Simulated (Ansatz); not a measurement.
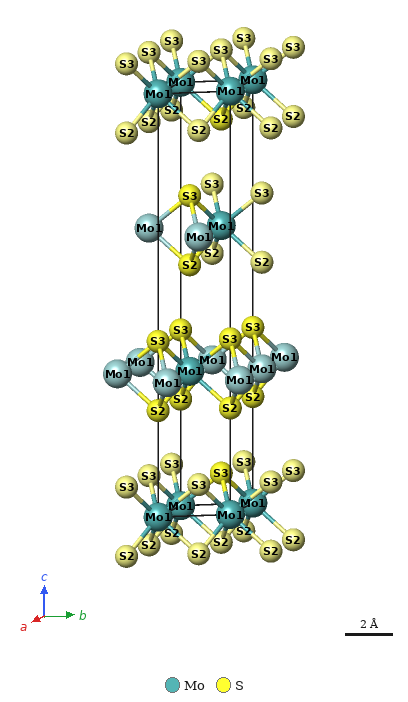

The structure as given in the input (ball-and-stick view of the cell 3 times as large as that of the calculation, set on its symmetry axes, seen slightly off an axis; neighbours outside the cell are drawn fainter; atoms are numbered from 1 in the order of the input).

**What a change does: single-point calculation on MoS₂**

System: MoS₂ (3 atoms in the cell).
Method of the first run: DFT LDA+U+J, scalar-relativistic, plane waves, PAW, U = 4 eV, J = 0.5 eV on Mo atom 1 d, spin-polarised (Ansatz 0.2.0).

The structure derives from an entry of the Crystallography Open Database. Text and figures count atoms from 1; the logs count them from 0 in places.

**The input, the first run**
```yaml
crystal:
  lattice:
    - [1.58149989, 0.91307939, 6.12332821]
    - [-1.58149989, 0.91307939, 6.12332821]
    - [0.0, -1.82615878, 6.12332821]
  atoms:
    - { symbol: Mo, position: [0.0, 0.0, 0.0], spin: 2.0 }
    - { symbol: S, position: [0.7484, 0.7484, 0.7484] }
    - { symbol: S, position: [0.5849, 0.5849, 0.5849] }
basis:
  ecutwfc: 420
  ecutrho_ratio: 4
kpoints:
  mp_grid: { grid: [7, 7, 7] }
hamiltonian:
  xc: lda
  hubbard:
    sites:
      - { site: 0, l: d, u: 4.0, j: 0.5, starting_ns: [{ spin: up, occupation_matrix: s0up }, { spin: down, occupation_matrix: s0down }] }
    occupation_matrices:
      s0up:
        matrix:
          - [0.97, 0.0, 0.0, 0.0, 0.0]
          - [0.0, 0.97, 0.0, 0.0, 0.0]
          - [0.0, 0.0, 0.02, 0.0, 0.0]
          - [0.0, 0.0, 0.0, 0.02, 0.0]
          - [0.0, 0.0, 0.0, 0.0, 0.02]
      s0down:
        matrix:
          - [0.02, 0.0, 0.0, 0.0, 0.0]
          - [0.0, 0.02, 0.0, 0.0, 0.0]
          - [0.0, 0.0, 0.02, 0.0, 0.0]
          - [0.0, 0.0, 0.0, 0.02, 0.0]
          - [0.0, 0.0, 0.0, 0.0, 0.02]
    ns_hold: { iters: 12 }
scf:
  occupations: { method: gaussian, width: 0.05 }
  lower_state_search: "off"
  max_iter: 150
output:
  forces: true
  stress: true
  eigenvalues: true
  populations: true
  hubbard: { sites: [{ site: 0, l: d }] }
magnetization:
  spin_polarized: true
```

Command:
```bash
ansatz run input.yaml --threads 2 --pin off --max-ram 3072MiB --backend cpu --events-out ev --progress --plain --runs-dir out
```

Hardware: 2 threads of Intel Xeon (Granite Rapids), 128 GiB of memory available, shared host.

**Output, shortened to warnings, some set-up lines, iterations and results (the first run)**
```
Warning: crystal.symmetry: narrowed to the stabiliser of the occupation matrices — unitary ops 6 → 2; lowered by the specified shell (site 0, l: d); largest admitted image defect 4.4e-16, smallest excluded 7.1e-1 — at a splitting's scale: the group the occupation matrices' own texture admits
WARN: the starting moments were not kept: the SCF closed with an absolute magnetisation of 3.8e-6 μB, where they sum to 2 μB in size (1 site). That is at most 0.1 of that sum. Measured as dr2_m measures the in/out step, that magnetisation stands 5.1e-12 eV from none, at or under the dr2_threshold of 1.0e-7 eV: it is no larger than a step whose dr2_m would equal this threshold. The system may hold …
WARN: hamiltonian.hubbard: on 2 of 2 specified blocks the occupation matrix of this SCF's result fails the test of the specified filling. At site 0 ↑ (sites count from 0 in the list of atoms of the cell that this SCF solves) the least filled combination of the orbitals specified full has occupation 0.474, and the fullest combination of the orbitals specified empty has occupation 0.534; the …
Basis set: ecut = 420 eV, 1011 PW (Γ), FFT grids on a1−a3, a2−a3, a3
Symmetry: 2 space group operations
k-points: 100 of 343 (time reversal used)
Initial density: superposition of atomic densities (chi_scale 0.1, normalization cell)
[...]
SCF iter   1: F=—  HF=-6579.219181 eV  |F-HF|=—  |Δ(HF+E_count)|=         —  Δρ=9.09e-2 (↑9.09e-2 ↓4.29e-2)  dr2=8.91e0  dr2_m=1.18e0  M=0.247 μB ∫|m|=0.906 μB  β_m=0.30  …
SCF iter   2: F=—  HF=-6577.819142 eV  |F-HF|=—  |Δ(HF+E_count)|=    1.40e0  Δρ=5.51e-2 (↑5.51e-2 ↓3.05e-2)  dr2=2.35e0  dr2_m=5.62e-1  M=0.243 μB ∫|m|=0.953 μB  β_m=0.30  …
SCF iter   3: F=—  HF=-6577.365461 eV  |F-HF|=—  |Δ(HF+E_count)|=   4.54e-1  Δρ=2.77e-2 (↑2.21e-2 ↓2.77e-2)  dr2=2.57e-1  dr2_m=2.59e-1  M=0.253 μB ∫|m|=0.989 μB  β_m=0.30  …
SCF iter   4: F=—  HF=-6577.425228 eV  |F-HF|=—  |Δ(HF+E_count)|=   5.98e-2  Δρ=2.43e-2 (↑2.43e-2 ↓1.34e-2)  dr2=2.82e-1  dr2_m=1.47e-1  M=0.233 μB ∫|m|=0.939 μB  β_m=0.30  …
SCF iter   5: F=—  HF=-6577.389190 eV  |F-HF|=—  |Δ(HF+E_count)|=   3.60e-2  Δρ=1.30e-2 (↑1.15e-2 ↓1.30e-2)  dr2=1.67e-2  dr2_m=7.15e-2  M=0.237 μB ∫|m|=0.941 μB  β_m=0.30  …
[... 20 lines ...]
SCF iter  26: F=-6580.506390 eV  HF=-6580.506390 eV  |F-HF|=6.86e-8  |Δ(HF+E_count)|=   2.76e-7  Δρ=5.12e-6 (↑2.83e-6 ↓5.12e-6)  dr2=9.02e-8  dr2_m=2.25e-9  M=0.000 μB …
SCF iter  27: F=-6580.506390 eV  HF=-6580.506390 eV  |F-HF|=3.70e-9  |Δ(HF+E_count)|=   1.81e-9  Δρ=1.73e-6 (↑1.73e-6 ↓1.55e-6)  dr2=7.98e-9  dr2_m=2.74e-10  M=0.000 μB …
SCF iter  28: F=-6580.506390 eV  HF=-6580.506390 eV  |F-HF|=9.33e-10  |Δ(HF+E_count)|=  2.53e-10  Δρ=4.87e-7 (↑4.87e-7 ↓4.53e-7)  dr2=1.55e-9  dr2_m=3.26e-11  M=0.000 μB …
SCF iter  29: F=-6580.506390 eV  HF=-6580.506390 eV  |F-HF|=5.55e-11  |Δ(HF+E_count)|=  1.55e-11  Δρ=1.56e-7 (↑1.56e-7 ↓1.23e-7)  dr2=8.97e-11  dr2_m=3.49e-12  M=0.000 μB …
SCF 1 converged in 29 iterations: F = -6580.506390 eV  dr2 = 8.97e-11
SCF converged after 29 iterations
Magnetization: 0.0000 μB (13.0000 up, 13.0000 down)
Absolute magnetization: 0.0000 μB (∫|ρ↑−ρ↓|, with the PAW one-centre terms)
Spin contamination: 0.0000 ħ² per cell (⟨S²⟩ above its minimum at these occupations)
Per-site moments (μB) at R_I (Å): [(5.310461571362195e-7, 0.9752095162014335), (-2.137679901065245e-7, 0.9752095162014335), (-1.6324707074348698e-7, 0.9753699509158852)]
Free energy (F): -6580.506390 eV
Harris-Foulkes:  -6580.506390 eV  (|F-HF|=5.55e-11)
Internal energy: -6580.506390 eV  (E = F + TS)
E sigma→0 (E₀):  -6580.506390 eV
Fermi energy:    11.264324 eV
--- Per-component energies (eV) ---
  E_band       = -160.194956
  E_kinetic    = 660.564366
  E_local      = -2037.690328  (includes V_loc(G=0)·N_el)
  E_nonlocal   = 206.606977
  E_hartree    = 788.055405
  E_xc         = -377.058834
  E_vxc        = -406.884335  (∫ρ·V_xc dr)
  E_hubbard    = 4.321946  (on-site DFT+U / exact-exchange correction)
  E_vhub       = -0.536091  (the Hubbard potential's part of the band-sum identity)
  E_paw        = -4227.027658  (= ΣΔE_a)
  E_vpaw       = -158.366816  (= ΣTr[D̂ρ^β])
  E_aug_tail   = 0.000020  (compensation charges beyond the density's cutoff)
  E_ewald      = -1599.057495
  E_core_change = 0.779211  (= ΣΔE_core)
  E_smearing   = -0.000000  (= −TS)
  E_closure    = -0.000000  (closes the sum)
  Σ components = -6580.506390   (vs F -6580.506390, Δ=0.00e0)
--- DFT+U+J on-site energies (Liechtenstein; fll double counting; per corrected site; eV) ---
  site 0 (l=d): U=4.0000  J=0.5000  Tr N=5.2457  E_int=46.737088  E_dc=42.415142  E_U=4.321946
--- Specified on-site occupations, and those of the state reported ---
  electrons in the specified blocks: 2.1000 specified, 5.2457 found
  site 0 (l=d) ↓: largest change of an orbital's occupation 0.5869; electrons 0.1000 specified, 2.6229 found; spectral distance 1.1336
  site 0 (l=d) ↑: largest change of an orbital's occupation 0.5143; electrons 2.0000 specified, 2.6229 found; spectral distance 0.9989
--- Forces (eV/Å), atoms counted from 1 ---
  atom   1  Mo     0.00000000    -0.00000070    -0.00125192
  atom   2  S      0.00000000    -0.00000019     0.81043435
  atom   3  S      0.00000000    -0.00000061    -0.80918285
  max |Σ_I F_I| component: 1.50e-6 eV/Å
--- Stress (GPa, compression-positive) ---
       -1.082169       0.000000       0.000000
        0.000000      -1.082187       0.000005
        0.000000       0.000005       6.083970
  P = ⅓ Tr σ = 1.3065 GPa (13.065 kbar)
Occupation matrices written to [file]
--- Löwdin populations: 3 sites ---
  site symbol       q [e]    m [muB]
     0     Mo     13.7439     0.0000
     1      S      6.0229    -0.0000
     2      S      6.0263    -0.0000
[...]
```

For the second run the input was changed thus:
```diff
-    - { symbol: Mo, position: [0.0, 0.0, 0.0], spin: 2.0 }
+    - { symbol: Mo, position: [0.0, 0.0, 0.0], spin: 0.3 }
-          - [0.97, 0.0, 0.0, 0.0, 0.0]
+          - [0.02, 0.0, 0.0, 0.0, 0.0]
-          - [0.0, 0.0, 0.0, 0.02, 0.0]
+          - [0.0, 0.0, 0.0, 0.97, 0.0]
```

Predict how the results change.

The energy is the same within 0.01 meV per atom.

**Output, shortened to warnings, some set-up lines, iterations and results (the second run)**
```
Warning: crystal.symmetry: narrowed to the stabiliser of the occupation matrices — unitary ops 6 → 2; lowered by the specified shell (site 0, l: d); largest admitted image defect 4.4e-16, smallest excluded 7.1e-1 — at a splitting's scale: the group the occupation matrices' own texture admits
WARN: the starting moments were not kept: the SCF closed with an absolute magnetisation of 6.9e-6 μB, where they sum to 0.3 μB in size (1 site). That is at most 0.1 of that sum. Measured as dr2_m measures the in/out step, that magnetisation stands 1.3e-11 eV from none, at or under the dr2_threshold of 1.0e-7 eV: it is no larger than a step whose dr2_m would equal this threshold. The system may …
WARN: hamiltonian.hubbard: on 2 of 2 specified blocks the occupation matrix of this SCF's result fails the test of the specified filling. At site 0 ↑ (sites count from 0 in the list of atoms of the cell that this SCF solves) the least filled combination of the orbitals specified full has occupation 0.474, and the fullest combination of the orbitals specified empty has occupation 0.607; the …
Basis set: ecut = 420 eV, 1011 PW (Γ), FFT grids on a1−a3, a2−a3, a3
Symmetry: 2 space group operations
k-points: 100 of 343 (time reversal used)
Initial density: superposition of atomic densities (chi_scale 0.1, normalization cell)
[...]
SCF iter   1: F=—  HF=-6579.068330 eV  |F-HF|=—  |Δ(HF+E_count)|=         —  Δρ=5.60e-2 (↑5.60e-2 ↓5.04e-2)  dr2=8.99e0  dr2_m=8.44e-2  M=0.014 μB ∫|m|=0.542 μB  β_m=0.30  …
SCF iter   2: F=—  HF=-6577.500841 eV  |F-HF|=—  |Δ(HF+E_count)|=    1.57e0  Δρ=3.15e-2 (↑3.15e-2 ↓2.95e-2)  dr2=2.32e0  dr2_m=4.91e-2  M=0.000 μB ∫|m|=0.589 μB  β_m=0.30  …
SCF iter   3: F=—  HF=-6576.954012 eV  |F-HF|=—  |Δ(HF+E_count)|=   5.47e-1  Δρ=1.20e-2 (↑1.08e-2 ↓1.20e-2)  dr2=5.87e-2  dr2_m=3.04e-2  M=-0.012 μB ∫|m|=0.621 μB  β_m=0.30  …
SCF iter   4: F=—  HF=-6576.954625 eV  |F-HF|=—  |Δ(HF+E_count)|=   6.13e-4  Δρ=7.74e-3 (↑6.83e-3 ↓7.74e-3)  dr2=1.57e-2  dr2_m=1.65e-2  M=-0.012 μB ∫|m|=0.634 μB  β_m=0.30  …
SCF iter   5: F=—  HF=-6576.958073 eV  |F-HF|=—  |Δ(HF+E_count)|=   3.45e-3  Δρ=4.40e-3 (↑4.29e-3 ↓4.40e-3)  dr2=2.83e-4  dr2_m=9.08e-3  M=-0.012 μB ∫|m|=0.644 μB  β_m=0.30  …
[... 26 lines ...]
SCF iter  32: F=-6580.506390 eV  HF=-6580.506390 eV  |F-HF|=1.69e-9  |Δ(HF+E_count)|=   3.11e-8  Δρ=1.85e-6 (↑1.85e-6 ↓1.80e-6)  dr2=4.48e-9  dr2_m=5.87e-10  M=0.000 μB …
SCF iter  33: F=-6580.506390 eV  HF=-6580.506390 eV  |F-HF|=1.48e-9  |Δ(HF+E_count)|=   1.65e-9  Δρ=1.16e-6 (↑1.16e-6 ↓7.38e-7)  dr2=2.04e-9  dr2_m=1.26e-10  M=0.000 μB …
SCF iter  34: F=-6580.506390 eV  HF=-6580.506390 eV  |F-HF|=1.85e-9  |Δ(HF+E_count)|=  2.06e-10  Δρ=6.09e-7 (↑5.27e-7 ↓6.09e-7)  dr2=2.06e-9  dr2_m=3.41e-11  M=0.000 μB …
SCF iter  35: F=-6580.506390 eV  HF=-6580.506390 eV  |F-HF|=2.09e-11  |Δ(HF+E_count)|=  3.79e-10  Δρ=1.63e-7 (↑1.38e-7 ↓1.63e-7)  dr2=5.02e-12  dr2_m=1.06e-11  M=0.000 μB …
SCF 1 converged in 35 iterations: F = -6580.506390 eV  dr2 = 5.02e-12
SCF converged after 35 iterations
Magnetization: 0.0000 μB (13.0000 up, 13.0000 down)
Absolute magnetization: 0.0000 μB (∫|ρ↑−ρ↓|, with the PAW one-centre terms)
Spin contamination: 0.0000 ħ² per cell (⟨S²⟩ above its minimum at these occupations)
Per-site moments (μB) at R_I (Å): [(1.6788479272715067e-6, 0.9752095162014335), (-6.630061166151509e-7, 0.9752095162014335), (-6.657345033265325e-7, 0.9753699509158852)]
Free energy (F): -6580.506390 eV
Harris-Foulkes:  -6580.506390 eV  (|F-HF|=2.09e-11)
Internal energy: -6580.506390 eV  (E = F + TS)
E sigma→0 (E₀):  -6580.506390 eV
Fermi energy:    11.264319 eV
--- Per-component energies (eV) ---
  E_band       = -160.195078
  E_kinetic    = 660.564421
  E_local      = -2037.690800  (includes V_loc(G=0)·N_el)
  E_nonlocal   = 206.607023
  E_hartree    = 788.055804
  E_xc         = -377.058837
  E_vxc        = -406.884340  (∫ρ·V_xc dr)
  E_hubbard    = 4.321946  (on-site DFT+U / exact-exchange correction)
  E_vhub       = -0.536092  (the Hubbard potential's part of the band-sum identity)
  E_paw        = -4227.027684  (= ΣΔE_a)
  E_vpaw       = -158.366838  (= ΣTr[D̂ρ^β])
  E_aug_tail   = 0.000020  (compensation charges beyond the density's cutoff)
  E_ewald      = -1599.057495
  E_core_change = 0.779211  (= ΣΔE_core)
  E_smearing   = -0.000000  (= −TS)
  E_closure    = 0.000000  (closes the sum)
  Σ components = -6580.506390   (vs F -6580.506390, Δ=0.00e0)
--- DFT+U+J on-site energies (Liechtenstein; fll double counting; per corrected site; eV) ---
  site 0 (l=d): U=4.0000  J=0.5000  Tr N=5.2457  E_int=46.737134  E_dc=42.415188  E_U=4.321946
--- Specified on-site occupations, and those of the state reported ---
  electrons in the specified blocks: 2.1000 specified, 5.2457 found
  site 0 (l=d) ↑: largest change of an orbital's occupation 0.5869; electrons 1.0500 specified, 2.6229 found; spectral distance 1.0356
  site 0 (l=d) ↓: largest change of an orbital's occupation 0.5869; electrons 1.0500 specified, 2.6229 found; spectral distance 1.0356
--- Forces (eV/Å), atoms counted from 1 ---
  atom   1  Mo     0.00000000    -0.00000164    -0.00124614
  atom   2  S      0.00000000    -0.00000034     0.81043256
  atom   3  S      0.00000000    -0.00000080    -0.80918130
  max |Σ_I F_I| component: 5.12e-6 eV/Å
--- Stress (GPa, compression-positive) ---
       -1.082221       0.000000       0.000000
        0.000000      -1.082230       0.000005
        0.000000       0.000005       6.083951
  P = ⅓ Tr σ = 1.3065 GPa (13.065 kbar)
Occupation matrices written to [file]
--- Löwdin populations: 3 sites ---
  site symbol       q [e]    m [muB]
     0     Mo     13.7439     0.0000
     1      S      6.0229    -0.0000
     2      S      6.0263    -0.0000
[...]
```

**The two runs side by side**

```csv
quantity,the first run,the second run
outcome,converged,converged
free energy per atom (eV),−2193.5021,−2193.5021
gap on the mesh (eV),0.86,0.86
net moment of the cell (μB),0.00,0.00
absolute moment of the cell (μB),0.00,0.00
pressure (GPa),1.31,1.31
largest force (eV/Å),0.810,0.810
irreducible k-points,100,100
plane waves at Γ,1011,1011
wall time (shared host),19 s,24 s
```

For both runs: Warnings: some starting moments were not kept; the typed occupations were not kept; the occupation matrices lower the symmetry.
